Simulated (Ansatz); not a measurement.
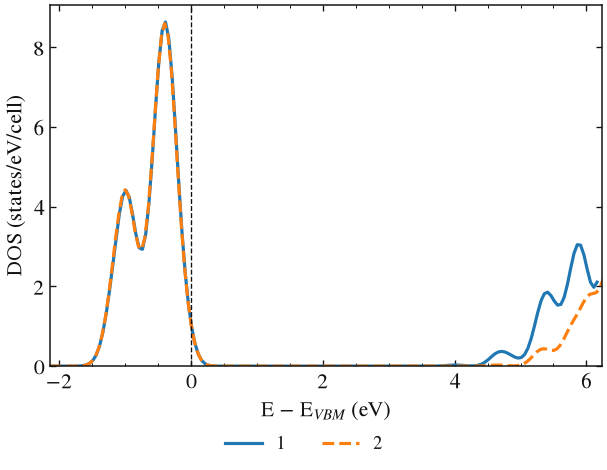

Total densities of states of KI, space group I4/mmm (No. 139), 2 atoms in the cell, rocksalt type, epitaxial (xy) strain −1.5%, by two methods on the same cell. The curves are built from the levels of the k mesh with Gaussians 0.3 eV wide, which also blur the band edges. Each is counted from its own valence-band top.

> Which curve is which? The methods: r2SCAN, PBE.

1 is PBE; 2 is r2SCAN. PBE gives a gap of 4.00 eV and r2SCAN gives a gap of 4.65 eV.

Settings. PBE: DFT, PBE, plane waves, PAW, no spin polarisation, 6×6×6 k mesh, 420 eV cutoff, Fermi-Dirac smearing of 0.02 eV (Ansatz). r2SCAN: DFT, r2SCAN, plane waves, PAW, no spin polarisation, 6×6×6 k mesh, 500 eV cutoff (Ansatz).

Spin-orbit coupling is left out, which matters for I.
